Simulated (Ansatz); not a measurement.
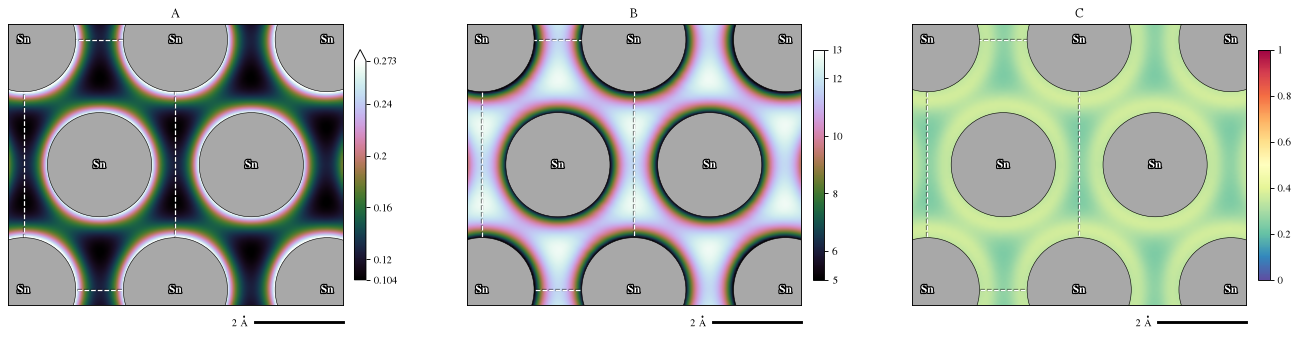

Sn: 3 fields on the (011̄) plane of the conventional cell, with unlabelled colour scales. Grey discs cover the atomic cores.

Space group Immm; a structure from a database of computed crystals, not necessarily the ambient phase; changed on purpose from its base cell (strain +0.000 along x and y, -0.050 along z, atoms carried along).

Computed with DFT PBEsol, scalar-relativistic, plane waves, PAW (Ansatz).

```
CELL_PARAMETERS angstrom
3.45308 0.00000 0.00000
0.00000 3.55109 0.00000
0.00000 0.00000 4.44285
ATOMIC_POSITIONS crystal
Sn 0.00000 0.00000 0.00000
Sn 0.50000 0.50000 0.50000
```

### The panels show electron localisation function, electrostatic potential energy of an electron and valence pseudo-density in some order. Assign them.

Panel A: valence pseudo-density. Panel B: electrostatic potential energy of an electron (low next to the atoms, rising into the space between them). Panel C: electron localisation function. From the grid: Sn–Sn (3.33 Å): ρ at the midpoint is about 0.15 e/Å³; the ELF is about 0.35 at the midpoint.
